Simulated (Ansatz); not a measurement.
The structure in question:

```
CELL_PARAMETERS angstrom
2.49160 0.00000 0.00000
-1.24580 2.15778 0.00000
0.00000 0.00000 8.09332
ATOMIC_POSITIONS crystal
Co 0.00000 0.00000 0.99914
Co 0.00000 0.00000 0.49914
Co 0.33333 0.66667 0.24914
Co 0.68913 0.33581 0.75258
```

> Characterise the structure given above.

The element is cobalt. Symmetry: P1 (translations only). It is a distorted form of a primitive hexagonal structure, space group P6_3/mmc (No. 194) within 0.25 Å: double hexagonal close-packed (α-La type). The cell holds four atoms. The coordination shell of Co holds twelve Co at 2.44 to 2.53 Å. The bonds build a three-dimensional framework.

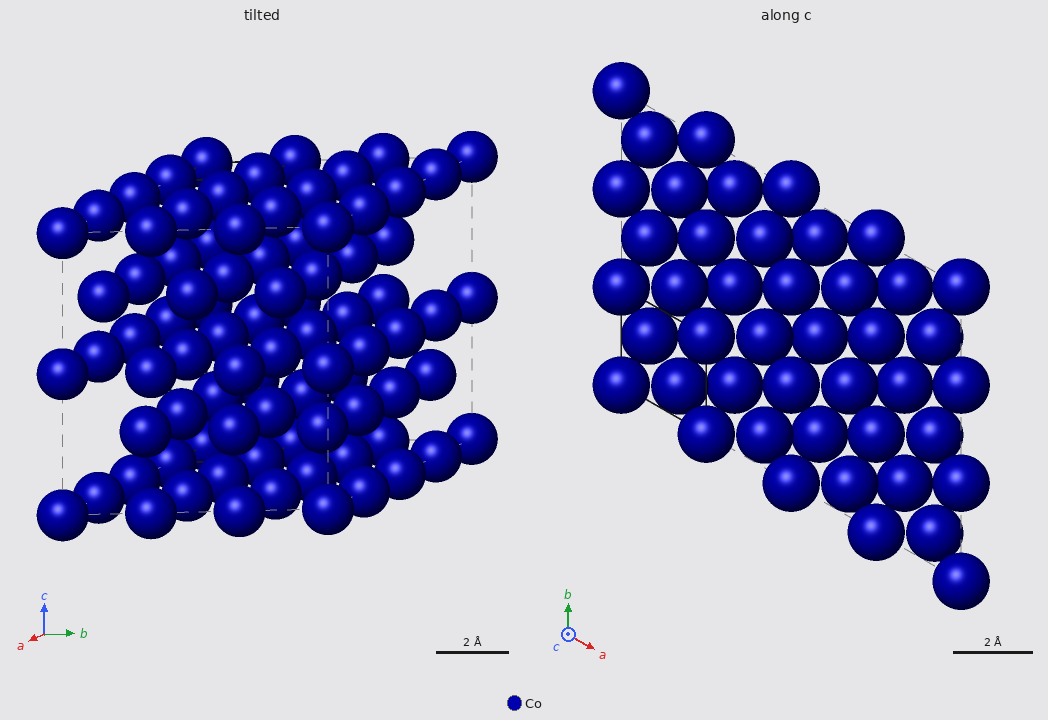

A spheres-only picture of a crystal structure, seen slightly off an axis and along the c axis. The drawing covers 4×3×1 cells, and the solid lines enclose one unit cell. Colours: cobalt blue.

The structure comes from a structure listed in the Materials Project. The cell was then strained or its atoms displaced on purpose. It was set up as input for a calculation with Ansatz.
